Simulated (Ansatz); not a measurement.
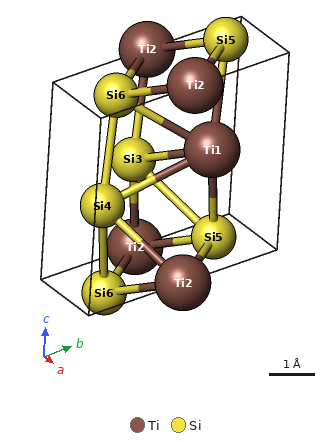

**Figure 1.** The structure as given in the input (ball-and-stick view of the cell of the calculation, set on other vectors, seen slightly off an axis; atoms are numbered from 1 in the order of the input). An atom can appear more than once, as a periodic image.

## Field-gradient calculation of TiSi$_{2}$

TiSi$_{2}$ (P-1, 6 atoms in the cell), computed with DFT, PBEsol, PAW with Ansatz's default frozen-core files, scalar-relativistic, no spin polarisation (Ansatz 0.2.0).

The structure derives from an entry of the Crystallography Open Database. It belongs to a series of runs on one base structure; here: equal xy, yz and zx shear strains of +2 %, PAW files. Figures and captions count atoms from 1; the log counts them from 0 in places.

The program's output:
```
Engine: ansatz 0.2.0, aarch64-unknown-linux-gnu
Pseudopotentials: kind: paw
Pseudopotential: Ti, paw, valence charge 12, recommended cutoff 420 eV (normal), Ti.paw.azcp
Pseudopotential: Si, paw, valence charge 4, recommended cutoff 420 eV (normal), Si.paw.azcp
Functional definition: PBEsol
  exchange = pbesol_x
  correlation = pbesol_c
Crystal: 6 atoms, lattice volume = 83.736 Å³
Basis set: ecut = 420 eV, 1617 PW (Γ), exchange–correlation on 90×72×72 points (8 copies of the dense FFT grid, shifted against one another)
Bands: 26, of which v1, the nominal top of the filled ones, is band 20 counted from 1 (19 counted from 0)
Symmetry: 2 space group operations
Space group: P-1 (ITA 2), of the structure as read, at distance tolerance 4.4e-5 Å
k-points: 260 of 512
Non-local potential: Ti, projectors of the file, l = 0: 3, l = 1: 2, l = 2: 3, l = 3: 1
Non-local potential: Si, projectors of the file, l = 0: 2, l = 1: 2, l = 2: 2
PAW form: soft (Blöchl's): semilocal exchange-correlation on the pseudo side does not see the compensation charge
PAW frozen core: Ti, regenerated for the run's functional, and the local potential with it (the file was generated under x = pbe(κ = 0.804, μ = 0.2195149727645171), c = pbe(β = 0.06672455060314922))
PAW frozen core: Si, regenerated for the run's functional, and the local potential with it (the file was generated under x = pbe(κ = 0.804, μ = 0.2195149727645171), c = pbe(β = 0.06672455060314922))
PAW one-centre angular grid: Ti, 590 points (default); XC on 64 Gauss nodes
PAW one-centre angular grid: Si, 110 points (default); XC on 64 Gauss nodes
Initial density: superposition of atomic densities (neutral atoms: chi_scale 0, normalization atom), corrected by the library's trained network
Initial wavefunctions: pseudopotential atomic-orbital guess
Functional: x = pbesol(κ = 0.804, μ = 0.12345679012345678), c = pbesol(β = 0.046)
SCF iter   1: F=—  HF=-7437.766509 eV  |F-HF|=—  |Δ(HF+E_count)|=         —  Δρ=4.03e-3  dr2=1.95e-2  ethr=1.77e-3  ⟨swp⟩=6.2  Hψ=34057  notcnv=0  defer=5
preconditioner: auto → Kerker (q_TF=auto, 2.412 Å⁻¹)  [metal: Δε(μ)=0.006 eV  Ē_g=6.392 eV  σ=0.080 eV  W_gap=0.02  n_scr=16 (ndim 8)  ℏωp=19.9 eV  f_vac=0.000  D(μ)=2.07/eV (n_scr^D=14)]
SCF iter   2: F=—  HF=-7437.763227 eV  |F-HF|=—  |Δ(HF+E_count)|=   3.28e-3  Δρ=2.39e-3  dr2=6.70e-3  ethr=4.87e-5  ⟨swp⟩=1.0  Hψ=8849  notcnv=0
SCF iter   3: F=—  HF=-7437.761627 eV  |F-HF|=—  |Δ(HF+E_count)|=   1.60e-3  Δρ=2.33e-4  dr2=5.40e-5  ethr=1.67e-5  ⟨swp⟩=2.1  Hψ=9607  notcnv=0
SCF iter   4: F=—  HF=-7437.761615 eV  |F-HF|=—  |Δ(HF+E_count)|=   1.23e-5  Δρ=9.42e-5  dr2=8.09e-6  ethr=1.35e-7  ⟨swp⟩=2.2  Hψ=10708  notcnv=0
SCF iter   5: F=—  HF=-7437.761613 eV  |F-HF|=—  |Δ(HF+E_count)|=   1.49e-6  Δρ=2.25e-5  dr2=2.84e-7  ethr=2.02e-8  ⟨swp⟩=2.8  Hψ=11955  notcnv=0
SCF iter   6: F=-7437.761613 eV  HF=-7437.761613 eV  |F-HF|=8.83e-9  |Δ(HF+E_count)|=   2.41e-8  Δρ=3.73e-6  dr2=1.25e-8  ethr=2.50e-10  ⟨swp⟩=8.9  Hψ=41543  notcnv=0
SCF 1 converged in 6 iterations: F = -7437.761613 eV  dr2 = 1.25e-8
  greatest PAW one-centre occupation: 0.999 electrons in one spin orbital (limit 2), on the Ti atom at site 1 (counted from 0), in its partial waves of l = 0
SCF converged after 6 iterations
Free energy (F): -7437.761613 eV
Harris-Foulkes:  -7437.761613 eV  (|F-HF|=8.83e-9)
Internal energy: -7437.718028 eV  (E = F + TS)
E sigma→0 (E₀):  -7437.739821 eV
Entropy (-TS):   -0.043585 eV (-7.264 meV/atom)
Fermi energy:    12.587930 eV
--- Per-component energies (eV) ---
  E_band       = -212.956258
  E_kinetic    = 719.899678
  E_local      = -2030.621604  (includes V_loc(G=0)·N_el)
  E_nonlocal   = 119.937660
  E_hartree    = 885.409094
  E_xc         = -420.732897
  E_vxc        = -441.682491  (∫ρ·V_xc dr)
  E_paw        = -4040.646805  (= ΣΔE_a)
  E_vpaw       = -351.303092  (= ΣTr[D̂ρ^β])
  E_aug_tail   = 0.000233  (compensation charges beyond the density's cutoff)
  E_ewald      = -2671.368399
  E_core_change = 0.405011  (= ΣΔE_core)
  E_smearing   = -0.043585  (= −TS)
  E_closure    = 0.000000  (closes the sum)
  Σ components = -7437.761613   (vs F -7437.761613, Δ=0.00e0)
--- Forces (eV/Å), atoms counted from 1 ---
  atom   1  Ti     0.12580794     0.12791296     0.10135605
  atom   2  Ti    -0.12580794    -0.12791296    -0.10135605
  atom   3  Si     0.04394803     0.23328796    -0.02146222
  atom   4  Si     0.06482514    -0.11076795     0.07836436
  atom   5  Si    -0.04394803    -0.23328796     0.02146222
  atom   6  Si    -0.06482514     0.11076795    -0.07836436
  max |Σ_I F_I| component: 0.00e0 eV/Å
--- Stress (GPa, compression-positive) ---
       -0.878484      -2.588775      -3.120737
       -2.588775      -1.978691      -1.877830
       -3.120737      -1.877830      -1.785564
  P = ⅓ Tr σ = -1.5476 GPa (-15.476 kbar)
--- PAW observables at the nuclei: V_zz in 10²¹ V/m², potentials from the cell's mean, atoms counted from 1 ---
  atom   1  Ti V_zz =    +1.432764   η = 0.6458   by run symmetry: allowed
            electrostatic potential = -2531.701470 V   contact ρ = 56635.782695 e/Å³
  atom   2  Ti V_zz =    +1.432764   η = 0.6458   by run symmetry: allowed
            electrostatic potential = -2531.701470 V   contact ρ = 56635.782695 e/Å³
  atom   3  Si V_zz =    -3.680179   η = 0.3109   by run symmetry: allowed
            electrostatic potential = -1364.629402 V   contact ρ = 12763.657641 e/Å³
  atom   4  Si V_zz =    -3.114888   η = 0.2288   by run symmetry: allowed
            electrostatic potential = -1364.582546 V   contact ρ = 12763.521933 e/Å³
  atom   5  Si V_zz =    -3.680179   η = 0.3109   by run symmetry: allowed
            electrostatic potential = -1364.629402 V   contact ρ = 12763.657641 e/Å³
  atom   6  Si V_zz =    -3.114888   η = 0.2288   by run symmetry: allowed
            electrostatic potential = -1364.582546 V   contact ρ = 12763.521933 e/Å³
--- Band table (eV; the first three rows and the last of 260) ---
  k-point 0: bands = ["-43.3930", "-43.3631", "-19.8996", "-19.8768", "-19.8017", "-19.7941", "-19.7694", "-19.7506", "0.0097", "5.7450", "6.8842", "7.2405", "7.7497", "8.6907", "8.8559", "9.9386", "10.3104", "10.6890", "10.8880", "11.1027", "11.6453", "14.6020", "15.7775", "15.7953", "15.9948", "16.0188"]
  k-point 1: bands = ["-43.3920", "-43.3640", "-19.8992", "-19.8760", "-19.8052", "-19.7933", "-19.7690", "-19.7518", "0.1771", "5.5529", "6.2550", "6.9899", "8.0318", "8.8920", "9.0710", "9.9224", "10.2602", "10.5963", "11.1683", "11.4167", "11.6080", "14.4116", "15.5757", "15.6993", "15.8454", "15.9137"]
  k-point 2: bands = ["-43.3895", "-43.3664", "-19.9001", "-19.8720", "-19.8156", "-19.7904", "-19.7684", "-19.7541", "0.6642", "5.0492", "5.2521", "6.7759", "7.8621", "8.7552", "9.5863", "9.7952", "10.8262", "11.1367", "11.3986", "11.5630", "12.1936", "13.9462", "15.2589", "15.3087", "15.5041", "15.5538"]
  k-point 259: bands = ["-43.3868", "-43.3690", "-19.8990", "-19.8668", "-19.8373", "-19.7891", "-19.7708", "-19.7445", "1.9126", "3.0819", "4.9488", "6.8471", "7.6443", "8.0481", "10.0177", "10.1165", "10.5310", "11.4271", "12.5824", "12.7013", "13.5189", "13.8654", "14.4346", "14.6891", "15.2327", "15.2884"]
```

File v_z.tsv:
```
# z_ang	v_es[eV]	v_tot[eV]
# format = ansatz-planar-average/11
# xc	pbesol
# density_cutoff_ev	1680
# datasets	Ti=:simpson_from_first_knot:soft:shift=-797321	Si=:simpson_from_first_knot:soft:shift=-540422
# lattice	0.083795000	4.160615000	4.302680000
# lattice	2.429115000	0.066480000	4.285365000
# lattice	2.427680000	4.141865000	0.065045000
# sites	6
# site	22	3.705442500	6.276720000	6.489817500
# site	22	2.470295000	4.184480000	4.326545000
# site	14	1.221393380	0.716828000	2.149518380
# site	14	1.248901620	3.467652000	2.177026620
# site	14	2.442869120	1.441892000	4.299119120
# site	14	2.497720880	6.927068000	4.353970880
0.000000	4.261694e0	-7.021648e0
0.133371	4.019142e0	-7.340461e0
0.266741	3.683273e0	-7.788725e0
0.400112	3.366626e0	-8.191115e0
0.533483	3.182459e0	-8.417881e0
0.666853	3.182459e0	-8.417881e0
0.800224	3.366626e0	-8.191115e0
0.933595	3.683273e0	-7.788725e0
1.066965	4.019142e0	-7.340461e0
1.200336	4.261694e0	-7.021648e0
1.333707	4.351924e0	-6.944998e0
1.467077	4.297525e0	-7.091215e0
1.600448	4.150113e0	-7.379388e0
1.733819	3.980721e0	-7.709278e0
1.867189	3.813820e0	-8.011004e0
2.000560	3.684538e0	-8.228434e0
2.133931	3.661239e0	-8.294000e0
2.267301	3.758735e0	-8.187339e0
2.400672	3.916598e0	-7.991299e0
2.534043	4.086064e0	-7.790672e0
2.667413	4.264978e0	-7.596164e0
2.800784	4.453456e0	-7.416137e0
2.934155	4.595213e0	-7.299632e0
3.067526	4.595213e0	-7.299632e0
3.200896	4.453456e0	-7.416137e0
3.334267	4.264978e0	-7.596164e0
3.467638	4.086064e0	-7.790672e0
3.601008	3.916598e0	-7.991299e0
3.734379	3.758735e0	-8.187339e0
3.867750	3.661239e0	-8.294000e0
4.001120	3.684538e0	-8.228434e0
4.134491	3.813820e0	-8.011004e0
4.267862	3.980721e0	-7.709278e0
4.401232	4.150113e0	-7.379388e0
4.534603	4.297525e0	-7.091215e0
4.667974	4.351924e0	-6.944998e0
```

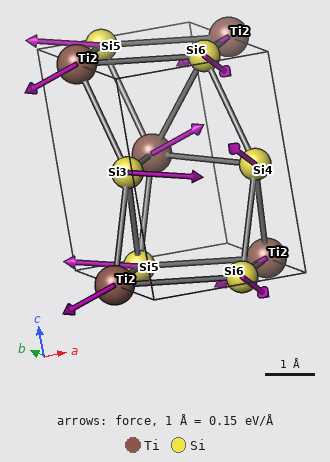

**Figure 2.** Forces on the atoms as pink arrows (ball-and-stick view of the cell of the calculation, set on other vectors, seen slightly off an axis; atoms are numbered from 1 in the order of the input). The largest act on Si3, Si5 (0.24 eV/Å); Ti1, Ti2 (0.21 eV/Å); Si4, Si6 (0.15 eV/Å). The geometry is not a stationary point of this energy.

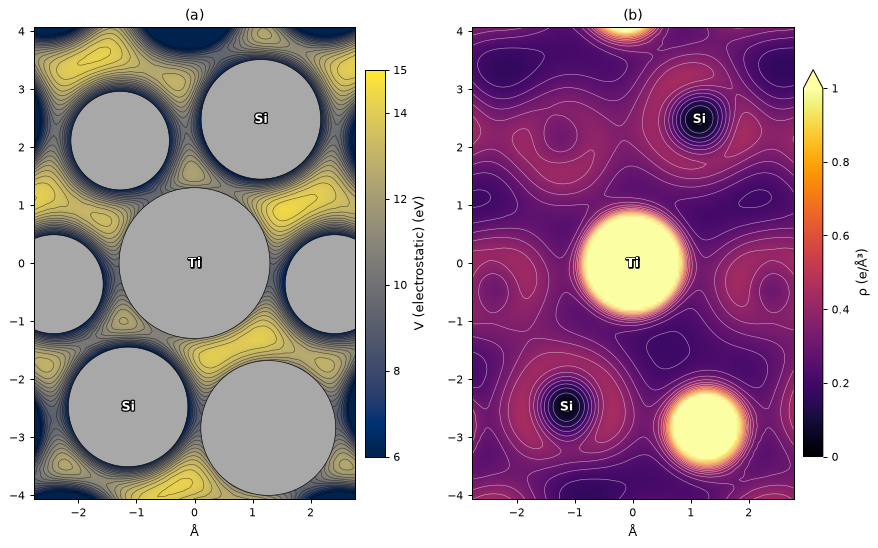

**Figure 3.** (a) electrostatic potential (local pseudopotential plus Hartree) felt by an electron; (b) valence charge density (pseudo) on the (11̄0) plane of the conventional cell. Grey discs, where drawn, cover atomic cores. Atoms in the plane: Ti and Si. Ti–Si (2.73 Å): ρ at the midpoint is about 0.27 e/Å³. Away from the nuclei the density in this plane falls to 0.16 e/Å³ at its lowest. Outside the cores the potential energy rises away from the atoms and is highest about 1.6 Å from the nearest atoms; outside the discs it spans about 8 eV, and its zero is arbitrary. The fields are those of the smooth PAW valence density.

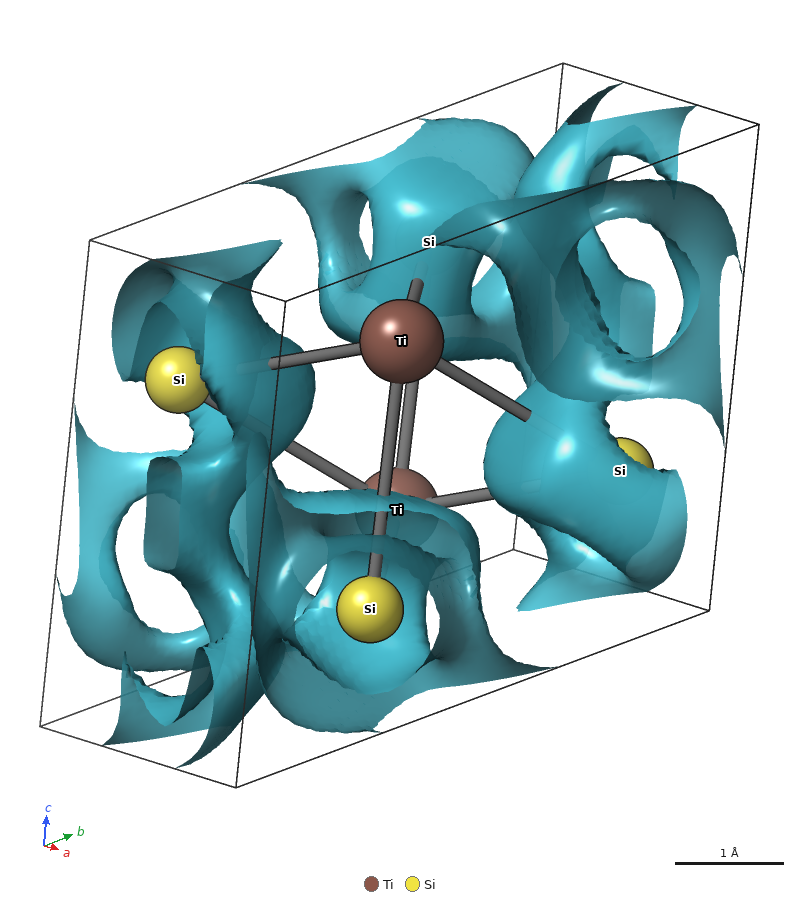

**Figure 4.** Isosurface of the electron localisation function at 0.65 (cyan), seen slightly off an axis. Core shells and regions of very low density are left out. Sticks mark near contacts. The outline is the cell set on symmetry axes. Along the contacts the grid gives the following. Ti–Si (2.51 Å): the ELF is about 0.40 at the midpoint.

The run was set up as follows.

Input file:
```yaml
crystal:
  lattice:
    - [0.083795, 4.160615, 4.30268]
    - [2.429115, 0.06648, 4.285365]
    - [2.42768, 4.141865, 0.065045]
  atoms:
    - { symbol: Ti, position: [0.75, 0.75, 0.75] }
    - { symbol: Ti, position: [0.5, 0.5, 0.5] }
    - { symbol: Si, position: [0.083, 0.417, 0.083] }
    - { symbol: Si, position: [0.417, 0.083, 0.417] }
    - { symbol: Si, position: [0.167, 0.833, 0.167] }
    - { symbol: Si, position: [0.833, 0.167, 0.833] }
kpoints:
  mp_grid: { grid: [8, 8, 8] }
scf:
  occupations: { method: fermi_dirac, width: 0.08 }
hamiltonian:
  xc: pbesol
  pseudopotentials: { kind: paw }
output:
  forces: true
  stress: true
  eigenvalues: true
  efg: { contact_densities: true }
  write_density: true
  write_potential: true
  elf: true
  volumetric_format: npy
```

Launched with:
```bash
ansatz run input.yaml --threads 2 --pin off --max-ram 8192MiB --backend cpu --events-out ev --progress --plain --runs-dir out
```

Summary:

- outcome: converged
- space group (tolerance 0.01 Å): P-1 (2)
- electrons treated: 40
- free energy: −7437.7616 eV
- Fermi energy: 12.588 eV
- pressure: −1.55 GPa
- field gradient V_zz (10²¹ V/m²): Ti 1.43, Ti 1.43, Si −3.68, Si −3.11, Si −3.68, Si −3.11
- largest force (length of the vector): 0.238 eV/Å
- hardware: 2 threads of Arm Neoverse V1, 24 GiB of memory available, shared host
- wall time: 27 s (CPU time 53 s)
- peak memory: 0.73 GiB
